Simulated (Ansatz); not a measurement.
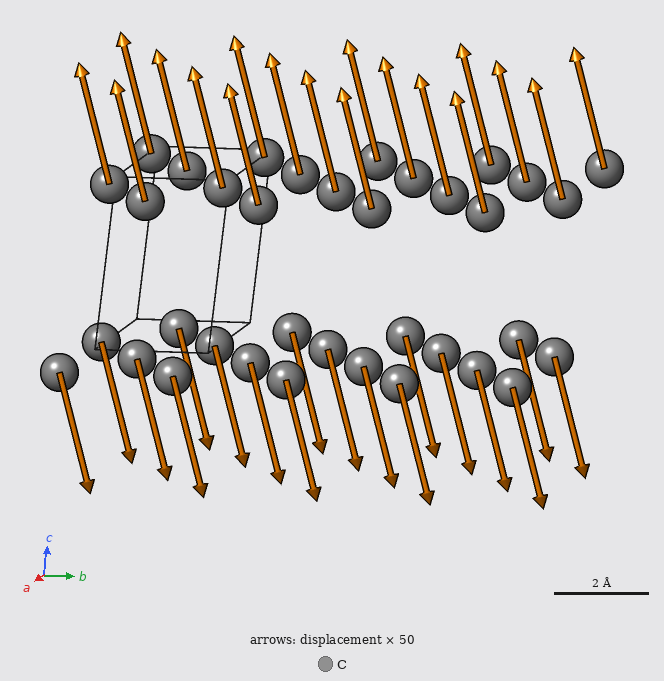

This is a relaxation of solid C (set up in P-1). The starting structure is drawn; orange arrows show the displacements, 50 times their true length.

A ball-and-stick model of the conventional cell (2 times the calculation's cell), repeated 2 × 4 × 1 with one cell outlined, seen slightly off an axis. Lengths and directions refer to the drawn axes.

Case: all atoms moved at random, sigma 0.05 Å for each component; relaxed back.

The calculation used DFT PBE+D3(BJ), scalar-relativistic, plane waves, PAW (Ansatz 0.2.0). Set-up: plane-wave cutoff 420 eV; k-point mesh 16 × 16 × 16; occupations gaussian; smearing width 0.03 eV; no spin polarisation; atoms relaxed in a fixed cell; force threshold 0.01 eV/Å; at most 80 steps.

Describe the change and its energy.

Answer. The largest moves, 0.054 Å, are those of C atoms. The lattice vectors keep their values. Near-neighbour distances that change, for instance: C–C 1.452 → 1.423 Å, C–C 1.406 → 1.423 Å. Among the angles between lasting bonds that change: C–C–C 118.0° → 120.0°. The space group (tolerance 0.01 Å) goes from P-1 (No. 2) to Fmmm (No. 69). The energy falls by 55.4 meV per atom in 2 accepted moves (3 points after the start). The largest force component goes from 1.7 to 0.0022 eV/Å. 1 step only repeated the SCF at the same geometry. The run took 30 s on 1 thread of AMD EPYC 9R45 96-Core Processor (Zen 5), on a shared host, peak memory 0.71 GiB.
